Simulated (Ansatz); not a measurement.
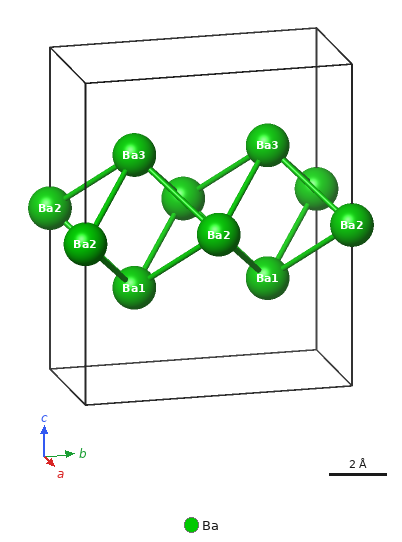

Figure 1. The structure as given in the input (ball-and-stick view of the 1 × 2 repeat of the cell, with the vacuum cut short, seen slightly off an axis; atoms are numbered from 1 in the order of the input). An atom can appear more than once, as a periodic image. Near neighbours in the periodic cell (some may lie outside the picture): Ba has 4 Ba at 4.26 Å; Ba has 8 Ba at 4.26 Å.

## Geometry relaxation of Ba

System: Ba (slab, 3 atoms in the cell).
Method: DFT PBE+D3(BJ), scalar-relativistic, plane waves, PAW, no spin polarisation (Ansatz 0.2.0).

The structure derives from an entry of the Crystallography Open Database. The input holds or restrains some coordinates. Forces given for the steps count only the free coordinates. It belongs to a series of runs on one base structure; here: clean slab, lower half held. Figures and captions count atoms from 1; the log counts them from 0 in places.

**What the program printed**
```
Engine: ansatz 0.2.0, aarch64-unknown-linux-gnu
Pseudopotentials: kind: paw
Pseudopotential: Ba, paw, valence charge 10, recommended cutoff 420 eV (normal), Ba.paw.azcp
Functional definition: PBE
  parameter kappa = 0.804
  parameter beta = 0.06672455060314922
  exchange = pbe_x(kappa = kappa, mu = beta*pi^2/3)
  correlation = pbe_c(beta = beta)
Crystal: 3 atoms, lattice volume = 529.693 Å³
Basis set: ecut = 420 eV, 10365 PW (Γ), exchange–correlation on 72×72×300 points (8 copies of the dense FFT grid, shifted against one another)
Bands: 19, of which v1, the nominal top of the filled ones, is band 15 counted from 1 (14 counted from 0)
Symmetry: 8 space group operations
k-points: 10 of 36
Non-local potential: Ba, projectors of the file, l = 0: 3, l = 1: 2, l = 2: 2, l = 3: 2
PAW form: soft (Blöchl's): semilocal exchange-correlation on the pseudo side does not see the compensation charge
PAW one-centre angular grid: Ba, 194 points (default); XC on 64 Gauss nodes
Initial density: superposition of atomic densities (neutral atoms: chi_scale 0, normalization atom), corrected by the library's trained network
Initial wavefunctions: pseudopotential atomic-orbital guess
Functional: x = pbe(κ = 0.804, μ = 0.2195149727645171), c = pbe(β = 0.06672455060314922)
SCF iter   1: F=—  HF=-17848.036772 eV  |F-HF|=—  |Δ(HF+E_count)|=         —  Δρ=1.17e-3  dr2=3.24e-2  ethr=1.77e-3  p=0.000 e·Å  D=3.14e-14 V/Å  ΔV_dip=-0.00 eV  dr2_dipole=9.00e-10  V_vac-E_F(+/−)=2.22/2.22 eV  ⟨swp⟩=14.1  Hψ=1604  notcnv=0
efield: sawtooth ramp at fractional position 0.9800 (placed from the atoms, in the widest stretch of the axis that holds none; the zero of the levels goes with the place), width 0.0400; the density the first Hamiltonian is built on has a dipole p = 0.000 e·Å; the dipole correction subtracts the counter field D = 3.14e-14 V/Å, which shifts the + side's vacuum level by -0.00 eV against the − side's; the planar-averaged density in the ramp window peaks in size at 1.3e-5 e/Å³
preconditioner: auto → LDOS  [insulator: Δε(μ)=0.148 eV  Ē_g=1.268 eV  σ=0.100 eV  W_gap=0.70  n_scr=38 (ndim 8)  ℏωp=4.0 eV  f_vac=0.540  D(μ)=2.66/eV (n_scr^D=6)  ε∞_Penn≈10.7  β→1.0]
SCF iter   2: F=—  HF=-17848.032243 eV  |F-HF|=—  |Δ(HF+E_count)|=   4.53e-3  Δρ=3.98e-4  dr2=1.26e-3  ethr=1.08e-4  p=0.000 e·Å  D=4.92e-7 V/Å  ΔV_dip=-0.00 eV  dr2_dipole=6.87e-8  V_vac-E_F(+/−)=2.33/2.33 eV  ⟨swp⟩=2.5  Hψ=401  notcnv=0
SCF iter   3: F=—  HF=-17848.032631 eV  |F-HF|=—  |Δ(HF+E_count)|=   3.88e-4  Δρ=1.40e-4  dr2=3.30e-4  ethr=4.19e-6  p=0.000 e·Å  D=3.54e-5 V/Å  ΔV_dip=-0.00 eV  dr2_dipole=2.55e-7  V_vac-E_F(+/−)=2.33/2.33 eV  ⟨swp⟩=2.2  Hψ=316  notcnv=0
SCF iter   4: F=—  HF=-17848.032586 eV  |F-HF|=—  |Δ(HF+E_count)|=   4.53e-5  Δρ=5.40e-5  dr2=4.16e-5  ethr=1.10e-6  p=-0.000 e·Å  D=-7.14e-6 V/Å  ΔV_dip=0.00 eV  dr2_dipole=5.80e-9  V_vac-E_F(+/−)=2.34/2.34 eV  ⟨swp⟩=2.0  Hψ=310  notcnv=0
iter 5 did not close the SCF: its close was put off for the readings that it lacked (scf_convergence_deferred on its scf_iter line)
SCF iter   5: F=-17848.032584 eV  HF=-17848.032586 eV  |F-HF|=1.33e-6  |Δ(HF+E_count)|=   1.61e-7  Δρ=1.57e-5  dr2=3.11e-6  ethr=1.39e-7  p=-0.000 e·Å  D=-7.35e-7 V/Å  ΔV_dip=0.00 eV  dr2_dipole=3.07e-10  V_vac-E_F(+/−)=2.34/2.34 eV  ⟨swp⟩=2.0  Hψ=312  notcnv=0
SCF iter   6: F=-17848.032586 eV  HF=-17848.032586 eV  |F-HF|=8.37e-9  |Δ(HF+E_count)|=   1.26e-8  Δρ=2.75e-6  dr2=9.09e-8  ethr=1.04e-8  p=0.000 e·Å  D=8.02e-7 V/Å  ΔV_dip=-0.00 eV  dr2_dipole=1.04e-10  V_vac-E_F(+/−)=2.34/2.34 eV  ⟨swp⟩=13.1  Hψ=1881  notcnv=0
SCF 1 converged in 6 iterations: F = -17848.032586 eV  dr2 = 9.09e-8
  greatest PAW one-centre occupation: 0.959 electrons in one spin orbital (limit 2), on the Ba atom at site 2 (counted from 0), in its partial waves of l = 0
relax step   1: F+E_penalty+E_count = -17848.03258576 eV  Δ(F+E_penalty+E_count) = +0.000e0 eV  max|allowed force component| = 2.168e-2 eV/Å  Δτ_max = 0.0000 Å  (6 SCF iters, dr2 threshold 2.25e-5 eV, accepted)
Initial density: handed on by an earlier stage of this run
Initial wavefunctions: those handed on with the density
iter 1 solved again at ethr=3.04e-10 eV; its pass at ethr=3.10e-3 eV (dr2=9.12e-8 eV) is discarded
SCF iter   1: F=—  HF=-17848.032585 eV  |F-HF|=—  |Δ(HF+E_count)|=         —  Δρ=2.76e-6  dr2=9.12e-8  ethr=3.04e-10  p=0.000 e·Å  D=8.02e-7 V/Å  ΔV_dip=-0.00 eV  dr2_dipole=1.03e-10  V_vac-E_F(+/−)=2.34/2.34 eV  ⟨swp⟩=1.0  Hψ=620  notcnv=0
efield: sawtooth ramp at fractional position 0.9800 (handed on by an earlier solve), width 0.0400; the density the first Hamiltonian is built on has a dipole p = 0.000 e·Å; the dipole correction subtracts the counter field D = 8.02e-7 V/Å, which shifts the + side's vacuum level by -0.00 eV against the − side's; the planar-averaged density in the ramp window peaks in size at 1.1e-6 e/Å³
preconditioner: auto → LDOS  [insulator: Δε(μ)=0.123 eV  Ē_g=1.251 eV  σ=0.100 eV  W_gap=0.60  n_scr=38 (ndim 8)  ℏωp=4.0 eV  f_vac=0.532  D(μ)=3.15/eV (n_scr^D=6)  ε∞_Penn≈11.0  β→1.0]
SCF iter   2: F=-17848.032586 eV  HF=-17848.032586 eV  |F-HF|=4.63e-9  |Δ(HF+E_count)|=   5.85e-7  Δρ=9.61e-7  dr2=1.27e-8  ethr=3.04e-10  p=-0.000 e·Å  D=-3.40e-7 V/Å  ΔV_dip=0.00 eV  dr2_dipole=2.46e-11  V_vac-E_F(+/−)=2.34/2.34 eV  ⟨swp⟩=10.3  Hψ=1312  notcnv=0
SCF 2 converged in 2 iterations: F = -17848.032586 eV  dr2 = 1.27e-8
  greatest PAW one-centre occupation: 0.959 electrons in one spin orbital (limit 2), on the Ba atom at site 0 (counted from 0), in its partial waves of l = 0
relax step   2: F+E_penalty+E_count = -17848.03258577 eV  Δ(F+E_penalty+E_count) = -1.315e-8 eV  max|allowed force component| = 2.167e-2 eV/Å  Δτ_max = 0.0000 Å  (2 SCF iters, accepted)
```

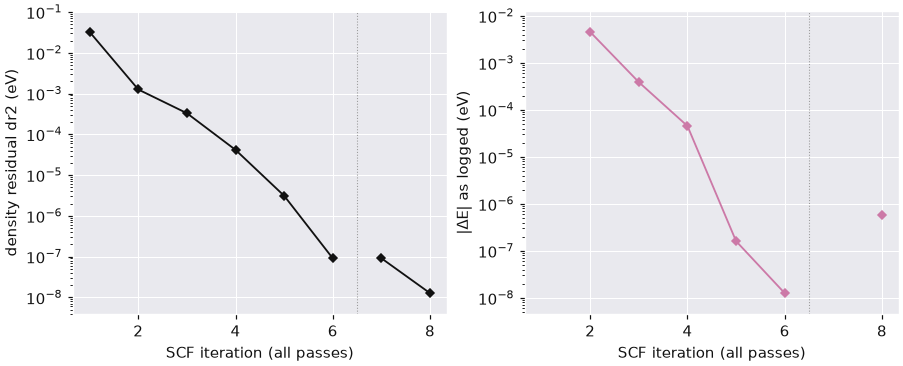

Figure 2. Convergence of the self-consistent field: density residual dr2 and size of the energy change against the SCF iteration. The dotted lines part the SCF passes of the relaxation: geometry steps, rejected trials and re-solves on a re-selected basis. The passes take 6 and 2 iterations.

```
WARN: The output density's exchange-correlation potential varies sharply where the density is thin. Do not read a vacuum level from v_tot or v_xc, or from such a field of the output density. On a cell that repeats whose density bears no net charge and no dipole along the vacuum's axis use v_es (v_loc + v_h of the components); under efield.dipole_correction with no amplitude use v_es + v_field, which holds any external_charges[].barrier, or the levels of the report's work_function block, which leave it out; under a non-zero efield.amplitude the vacuum is tilted and has no level; on a cell that repeats and bears such a dipole with no correction it is tilted too, and efield.dipole_correction with no amplitude gives each side of its ramp a level where efield: is served; in a cell that repeats whose density bears a net charge (total_charge, or a fill off its count) it is curved and has none; of a slab under crystal.periodic whose density bears no net charge use v_es, which has a level on each side, short of where the two are joined; of another it falls or rises all the way out and has none; of a slab beside external_charges read slab_vacuum_level instead, which it has where they leave it neutral. The grid or the basis barely resolves most such structure, and the values can differ between equally converged runs; as a rule a tighter scf.convergence.dr2_threshold does not remove it. Where the density itself ripples (under the LDA too) a higher basis.ecutwfc lessens it. The files hold the spikes' plane waves up to the density's cutoff. Files: v_tot_of_output_density and the like, and their columns of v_z.tsv (output.write_potential); v_xc_of_output_density and the like, and their columns of v_comp_z.tsv (output.write_potential_components). Measured: with its Gaussian average of σ = 0.25 Å subtracted twice, the exchange-correlation potential is over 0.1 eV at 3853 of the grid points where the equally averaged density (valence and model cores) is under 1e-3 e/Å³, and 0.770 eV at the most among them, at an averaged density of 2.6e-7 e/Å³. The input density's (outcome.potential() and, of a run that writes arrays, v_tot and v_xc) is over 0.1 eV, so measured, at 2054 points of its own thin density, 1.05 eV at the most. See output.write_potential in the manual, Limitations
SCF converged after 2 iterations
Free energy (F): -17848.032586 eV
Harris-Foulkes:  -17848.032586 eV  (|F-HF|=4.63e-9)
Internal energy: -17848.016852 eV  (E = F + TS)
E sigma→0 (E₀):  -17848.024719 eV
Entropy (-TS):   -0.015733 eV (-5.244 meV/atom)
Fermi energy:    0.684549 eV
Dipole field:    D = 0.000004 V/Å  (p = 0.000011 e·Å, saw-weighted, corrected)
Work function:   Φ+ = 2.3380 eV   Φ− = 2.3381 eV
Levels:          The Fermi level and band energies are counted from a zero that moves with the ramp; work functions are not
--- Per-component energies (eV) ---
  E_band       = -416.224199
  E_kinetic    = 497.678248
  E_local      = -6701.089959  (includes V_loc(G=0)·N_el)
  E_nonlocal   = 171.260756
  E_hartree    = 3061.028482
  E_xc         = -498.143215
  E_vxc        = -398.858042  (∫ρ·V_xc dr)
  E_paw        = -15677.447549  (= ΣΔE_a)
  E_vpaw       = -107.270207  (= ΣTr[D̂ρ^β])
  E_aug_tail   = -0.000005  (compensation charges beyond the density's cutoff)
  E_efield     = 0.000000  (sawtooth field / dipole correction)
  E_vefield    = 0.000000  (∫n·V_field dr)
  E_ewald      = 1299.069446
  E_disp       = -0.373056  (pairwise vdW)
  E_smearing   = -0.015733  (= −TS)
  E_closure    = 0.000000  (closes the sum)
  Σ components = -17848.032586   (vs F -17848.032586, Δ=0.00e0)
--- Forces (eV/Å), atoms counted from 1 ---
  atom   1  Ba    -0.00000000     0.00000000    -0.02167772
  atom   2  Ba     0.00000000    -0.00000000     0.00000143
  atom   3  Ba     0.00000000     0.00000000     0.02167485
  max |Σ_I F_I| component: 1.44e-6 eV/Å
--- Band table (eV; the first three rows and the last of 10) ---
  k-point 0: bands = ["-28.7131", "-28.7101", "-27.9444", "-13.9352", "-13.9122", "-13.8282", "-13.8282", "-13.8038", "-13.8038", "-13.2114", "-13.0458", "-13.0458", "-1.6863", "-0.6580", "0.1843", "0.3104", "1.1582", "1.2739", "1.5340"]
  k-point 1: bands = ["-28.7119", "-28.7092", "-27.9438", "-13.9437", "-13.9077", "-13.8455", "-13.8374", "-13.8212", "-13.8016", "-13.2002", "-13.0672", "-13.0496", "-1.4356", "-0.4891", "0.2733", "0.4941", "1.1738", "1.2843", "1.6463"]
  k-point 2: bands = ["-28.7095", "-28.7074", "-27.9427", "-13.9597", "-13.9174", "-13.8821", "-13.8812", "-13.8071", "-13.7973", "-13.1819", "-13.1072", "-13.0573", "-0.7858", "-0.1698", "0.2847", "0.8615", "1.2113", "1.3660", "1.8105"]
  k-point 9: bands = ["-28.7047", "-28.7029", "-27.9382", "-13.9343", "-13.9343", "-13.9176", "-13.8883", "-13.8883", "-13.8717", "-13.2190", "-13.1140", "-13.1140", "0.1677", "0.2481", "0.8923", "1.1540", "1.1540", "1.3297", "1.3297"]
--- Relaxed structure (2 steps of the walk, 2 accepted, 0 SCFs on fresh bases) ---
  F+E_penalty+E_count = -17848.03258577 eV   max|allowed force component| = 2.167e-2 eV/Å
  atoms:
    - { symbol: Ba, position: [0.5, 0.5, 0.38784094570000005] }
    - { symbol: Ba, position: [0.0, 0.0, 0.5000000000000001] }
    - { symbol: Ba, position: [0.5, 0.5, 0.6121590543000001] }
```

**Trajectory as extended XYZ (Å, eV, eV/Å), 2 frames, from step=1 to step=2**
```
3
Lattice="4.9162 0.0000 0.0000 0.0000 4.9162 0.0000 0.0000 0.0000 21.9162" Properties=species:S:1:pos:R:3:forces:R:3 step=1 energy=-17848.03259
Ba    2.4581    2.4581    8.5000    0.0000   0.0000  -0.0217
Ba    0.0000    0.0000   10.9581    0.0000   0.0000   0.0000
Ba    2.4581    2.4581   13.4162    0.0000   0.0000   0.0217
3
Lattice="4.9162 0.0000 0.0000 0.0000 4.9162 0.0000 0.0000 0.0000 21.9162" Properties=species:S:1:pos:R:3:forces:R:3 step=2 energy=-17848.03259
Ba    2.4581    2.4581    8.5000    0.0000   0.0000  -0.0217
Ba    0.0000    0.0000   10.9581    0.0000   0.0000   0.0000
Ba    2.4581    2.4581   13.4162    0.0000   0.0000   0.0217
```

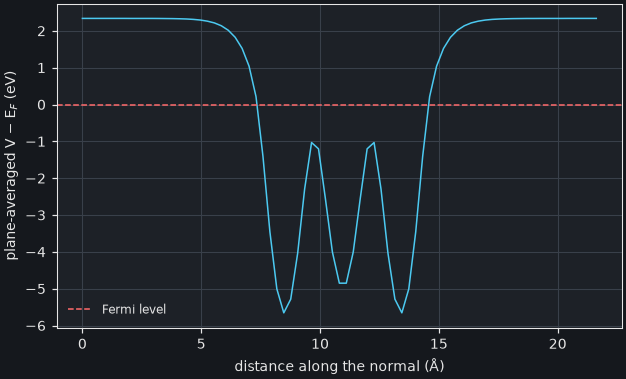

Figure 3. Plane average of the electrostatic potential energy of an electron across the cell, from the Fermi level. The vacuum level lies 2.34 eV above the Fermi level.

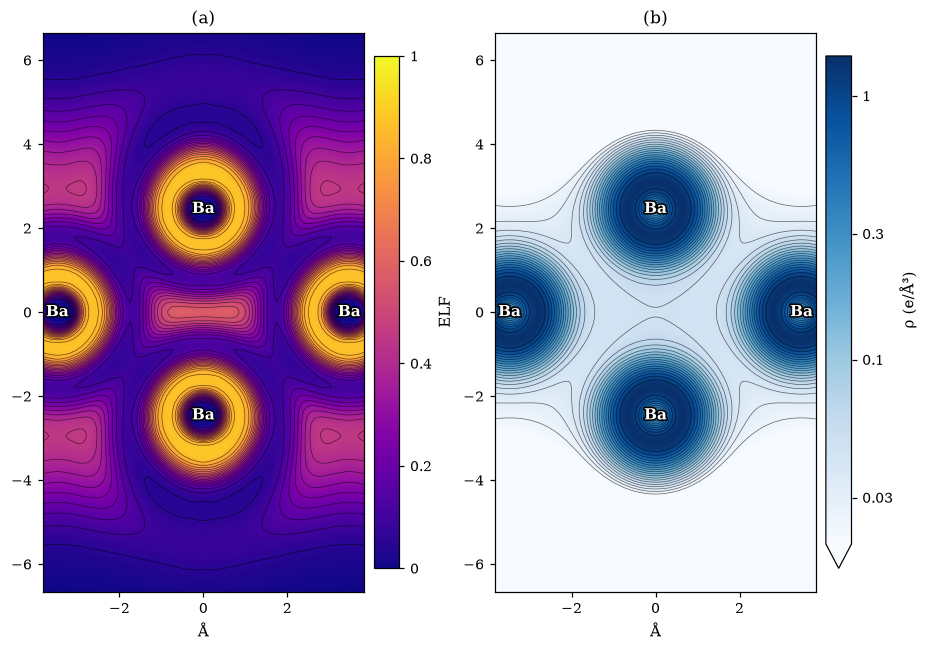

Figure 4. (a) ELF; (b) valence electron density on the (11̄0) plane of the calculation cell, a cut from vacuum to vacuum. Ba–Ba (4.26 Å): the density is about 0.04 e/Å³ at the midpoint; the ELF is about 0.10 at the midpoint (no shared electron pair). The density dies away to nearly zero in the vacuum. The strong features right at Ba lie inside the PAW spheres (semicore, d or f shells) and say nothing about bonding. In a PAW calculation such maps are meaningful between the atoms, not at the nuclei.

This output came from the following input.

**Input**
```yaml
crystal:
  lattice:
    - [4.9162006832, 0.0, 0.0]
    - [0.0, 4.9162006832, 0.0]
    - [0.0, 0.0, 21.9162006832]
  atoms:
    - { symbol: Ba, position: [0.5, 0.5, 0.3878409457] }
    - { symbol: Ba, position: [0.0, 0.0, 0.5] }
    - { symbol: Ba, position: [0.5, 0.5, 0.6121590543] }
basis:
  ecutwfc: 420
kpoints:
  mp_grid: { grid: [6, 6, 1] }
hamiltonian:
  xc: pbe
  dispersion: d3bj
scf:
  occupations: { method: gaussian, width: 0.1 }
output:
  forces: true
  eigenvalues: true
  write_density: true
  write_potential: true
  elf: true
  volumetric_format: npy
relax:
  adjacent_minimum: "off"
  f_tol: 0.03
  max_steps: 70
  constraints: [{ sites: [0] }]
efield:
  axis: 3
  dipole_correction: true
  ramp_width: 0.04
```

Run as:
```bash
ansatz run input.yaml --threads 1 --pin off --max-ram 2560MiB --backend cpu --events-out ev --progress --plain --runs-dir out
```

**Summary**

- outcome: converged under the restraints of the input
- electrons treated: 30
- free energy: −17848.0326 eV
- work function, top face: 2.34 eV
- work function, bottom face: 2.34 eV
- Fermi energy: 0.685 eV
- gap on the k-point mesh: none (metallic)
- final volume: 529.69 Å³
- work function (upper face): 2.34 eV
- largest force (length of the vector) at the end, held atoms and coordinates included: 0.022 eV/Å
- hardware: 1 thread of Arm Neoverse V2, 256 GiB of memory available, shared host
- wall time: 22 s
- peak memory: 0.52 GiB

**Remarks**

The program warns: the exchange-correlation potential is rough where the density is thin.
